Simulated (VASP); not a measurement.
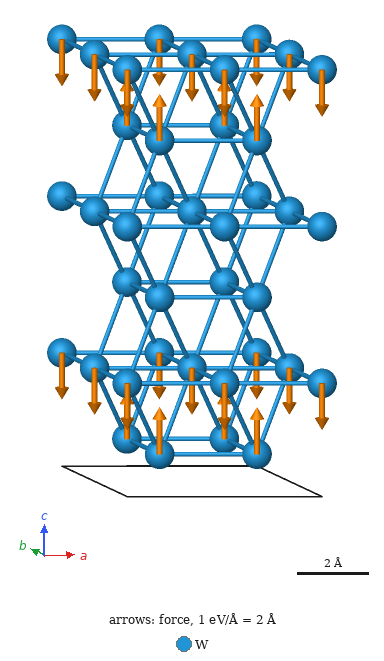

Starting geometry of a slab of composition W with the computed forces as orange arrows. The picture is a ball-and-stick view of the 2 × 2 repeat of the cell, outlined in the plane, without the vacuum, seen slightly off an axis.

The run lets the atoms move in a fixed cell.

The calculation used Kohn-Sham DFT of a periodic cell, PBE, VASP PAW PBE potentials, recommended (VASP).

The input:
```
ALGO = Normal
DIPOL = 0.5 0.5 0.500
EDIFF = 1E-6
EDIFFG = -0.02
ENCUT = 520
GGA = PE
IBRION = 2
IDIPOL = 3
ISIF = 2
ISMEAR = 1
KPAR = 4
LASPH = T
LCHARG = F
LDIPOL = T
LREAL = F
LWAVE = F
NELM = 80
NSW = 80
PREC = Accurate
SIGMA = 0.1
```

Launched with:
```bash
cat potpaw_PBE.64/W_sv/POTCAR > POTCAR
mpirun -np 4 vasp_std > vasp.out
```

Q: What follows when this structure is relaxed?

A: It isn't relaxed: the largest force vector, on W atoms, is 0.68 eV/Å. The final displacements follow the starting forces only in part (cosine between the two patterns 0.74). The energy falls by 57.9 meV per cell of the calculation in 11 geometry steps. Largest force component: 0.68 eV/Å at the start, 0.014 eV/Å at the end. The largest moves relative to the layer's centre, 0.080 Å, are those of W atoms. The lattice vectors keep their values. Near-neighbour distances that change, for instance: W–W 2.758 → 2.691 Å, W–W 3.185 → 3.126 Å. Bond angles that change, for instance: W–W–W 70.5° → 72.6°.
